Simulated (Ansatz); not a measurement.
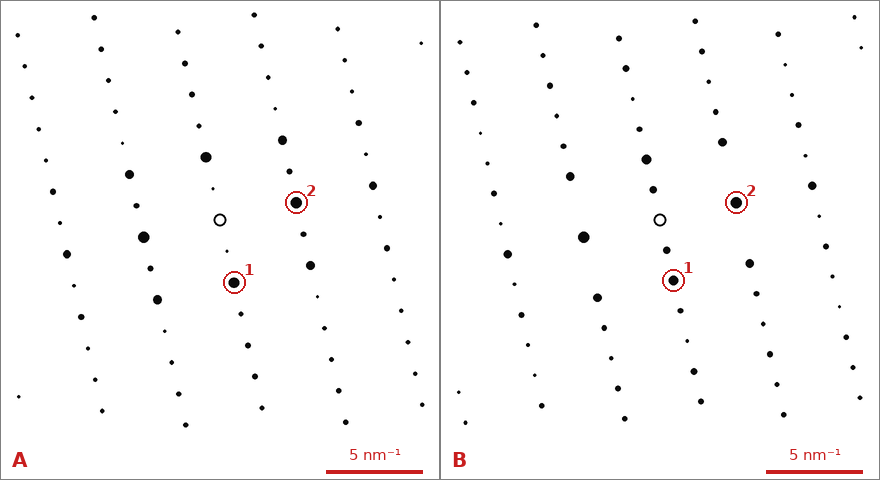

Kinematic electron diffraction patterns (200 kV, B = 0.5 Å², same scale) along [1-10] of the run's own cell, for the start and the end of one relaxation of CaHF with DFT, PAW plane waves, r2scan (Ansatz). k mesh 7×7×4. The start is a generated model structure, and the relaxation ends in the nearest stationary point of its symmetry, not necessarily the ground state. Spot 1 is 0 0 -2 and spot 2 is 1 1 0 in both.

Start structure:

```
F H Ca
1.0
     3.44296    0.00000    0.00000
     0.00000    3.44296    0.00000
     0.00000    0.00000    6.12371
F H Ca
2 2 2
Direct
  0.25000 0.25000 0.64950
  0.75000 0.75000 0.35050
  0.75000 0.25000 0.00000
  0.25000 0.75000 0.00000
  0.25000 0.25000 0.19490
  0.75000 0.75000 0.80510
```

Which pattern belongs to the start structure, and which to the relaxed one?

B is the start: its cell gives d(1) = 3.062 Å, d(2) = 2.435 Å and an angle of 90.0°. A is the relaxed structure, with d(1) = 2.959 Å (-3.4 %), d(2) = 2.425 Å (-0.4 %) and 90.0°.

Name reflections whose intensity changes strongly on relaxation.

1 1 -1 comes into sight; 0 0 1 goes from 20 to 0.055 % of the strongest spot; 0 0 5 goes from 12 to 5.3 % of the strongest spot.

What did the relaxation do to the structure and the energy?

The volume changed by -4.1 % to 11.60 Å³ an atom; with the mean shift removed, the atoms moved by up to 0.25 Å relative to the cell (Ca most); the space group stayed P4/nmm (No. 129); the free energy fell by 130 meV an atom. Relaxed cell: a = 3.430 Å, b = 3.430 Å, c = 5.917 Å, α = 90.00°, β = 90.00°, γ = 90.00°.
